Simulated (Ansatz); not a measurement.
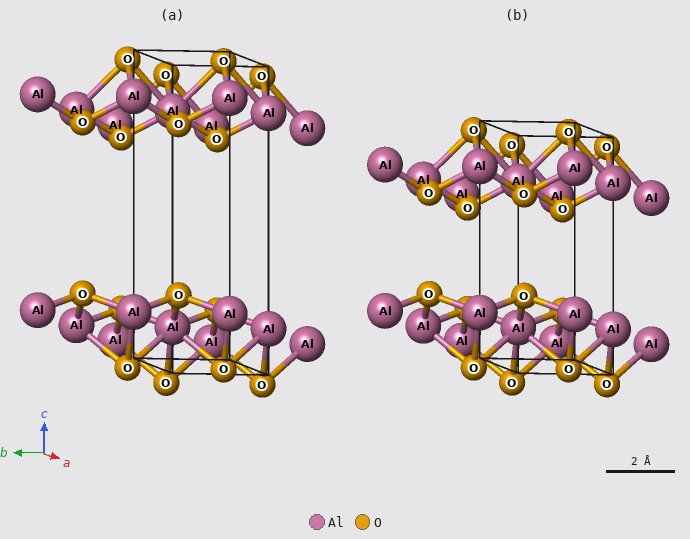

The structure of crystalline Al2O3 (set up in P-6m2) before (left) and after (right) a relaxation, at one scale.

A ball-and-stick model of the cell of the calculation, repeated 2 × 2 × 1 with one cell outlined, seen from a free direction.

The run lets cell and atoms move.

Theory: Kohn-Sham DFT of a periodic cell, PBEsol with D3(BJ), Ansatz PAW in Ansatz 0.2.0.

Input file:
```yaml
crystal:
  lattice:
    - [2.8843249483, 0.0, 0.0]
    - [-1.4421624742, 2.497898678, 0.0]
    - [0.0, 0.0, 9.33675446]
  atoms:
    - { symbol: Al, position: [0.0, 0.0, 0.85000767] }
    - { symbol: Al, position: [0.0, 0.0, 0.14999233] }
    - { symbol: O, position: [0.3333333333, 0.6666666667, 0.77768308] }
    - { symbol: O, position: [0.6666666667, 0.3333333333, 0.0] }
    - { symbol: O, position: [0.3333333333, 0.6666666667, 0.22231692] }
hamiltonian:
  xc: pbesol
  pseudopotentials: { kind: paw }
  dispersion: d3bj
kpoints:
  mp_grid: { grid: [11, 11, 3] }
scf:
  occupations: { method: fermi_dirac, width: 0.05 }
output:
  forces: true
  stress: true
  eigenvalues: true
  write_density: true
  write_potential: true
  elf: true
  volumetric_format: npy
relax:
  f_tol: 0.01
  max_steps: 40
  cell: { stress_tol: 0.05 }
```

Command:
```bash
ansatz run input.yaml --threads 2 --pin off --max-ram 5632MiB --backend cpu --events-out ev --progress --plain --runs-dir out
```

Summarise the run.

Answer. The largest moves relative to the cell, 0.46 Å, are those of O atoms. By element the largest moves are O 0.46 Å, Al 0.30 Å. The drawn cell changes as follows: a = b 2.884 → 2.849 Å (−1.2 %), c 9.337 → 7.192 Å (−23.0 %); the volume changes by −24.9 %. Among the contacts that change: Al–O 2.176 → 2.147 Å, Al–O 1.797 → 1.780 Å. The space group stays P-6m2 (No. 187). Over 13 accepted moves (17 points after the start) the energy falls by 31.0 meV per atom. Largest force component: 0.14 eV/Å at the start, 0.00022 eV/Å at the end. The pressure goes from −4.34 to −0.01 GPa. The line search rejected the trial step at point 6 of the run. At 3 points the geometry stayed and the basis and grid were re-selected for the new cell (energy shift of 3.0 meV per atom at most each time).
